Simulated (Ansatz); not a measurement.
System: Ti4Al, space group Im-3m, 5 atoms in the cell.

```
Ti Al
1.0
    -2.94449    2.94449    2.94449
     2.94449   -2.94449    2.94449
     2.94449    2.94449   -2.94449
Ti Al
4 1
Direct
  0.00000 0.00000 0.50000
  0.00000 0.50000 0.00000
  0.50000 0.00000 0.00000
  0.50000 0.50000 0.50000
  0.00000 0.00000 0.00000
```

Computed with Ansatz: DFT PBE, scalar-relativistic, plane waves, PAW, no spin polarisation, 10×10×10 k mesh, 420 eV cutoff.

Predict the main features of the density of states.

It is a metal. The density of states at the Fermi level is about 10 per eV and cell (mean within 0.25 eV), or 2 per atom. By projected weight, the states within 0.3 eV of the Fermi level are Ti 3d almost alone. The tallest peak in the window is at −0.1 eV; by projected weight it is Ti 3d almost alone.

The structure is an invented one, so it need not be a known or stable phase. The run has no spin polarisation, and a density of states this high at the Fermi level may favour a magnetic state.

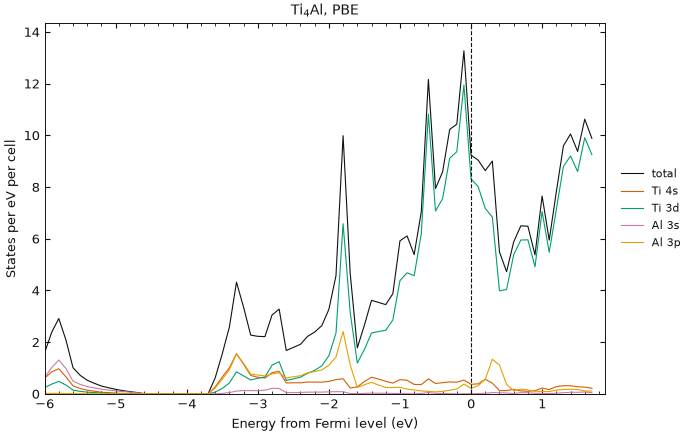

Density of states. Energies are counted from the Fermi level. The partial curves are projected on Löwdin-orthogonalised atomic shells.
